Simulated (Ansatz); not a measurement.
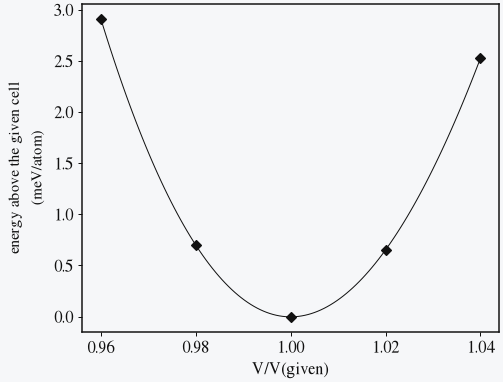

The picture above shows the energy above the given cell against V/V(given) for LiCl, space group Fm-3m (No. 225).

Starting cell:
```xyz
2
Lattice="0.0000 2.5752 2.5752 2.5752 0.0000 2.5752 2.5752 2.5752 0.0000" Properties=species:S:1:pos:R:3 pbc="T T T"
Li    0.0000    0.0000    0.0000
Cl    2.5752    2.5752    2.5752
```

Computed with Ansatz 0.2.0: plane-wave density functional theory, PAW datasets, Gaussian smearing 0.05 eV: equation of state, the given cell scaled in volume with shape and atoms relaxed at each volume; third-order Birch-Murnaghan fit. Level: PBE, no spin polarisation.

PAW set soft_2; wave cutoff 420 eV; k mesh 12×12×12; symmetry use detected.

V(given) is 17.08 Å³/atom.

From this curve and the settings, what does the calculation give for the pressure and gap on the k mesh at the same points?

The pressure falls from 1.417 GPa at V/V(given) 0.96 to −1.146 GPa at 1.04, and changes sign near 1.00. The gap on the k mesh stays open and runs from 6.493 eV at V/V(given) 0.96 to 6.043 eV at 1.04.

| V/V(given) | pressure (GPa) | gap on the k mesh (eV) |
| --- | --- | --- |
| 0.96 | 1.417 | 6.493 |
| 0.98 | 0.671 | 6.372 |
| 1.00 | 0.000 | 6.256 |
| 1.02 | −0.603 | 6.147 |
| 1.04 | −1.146 | 6.043 |
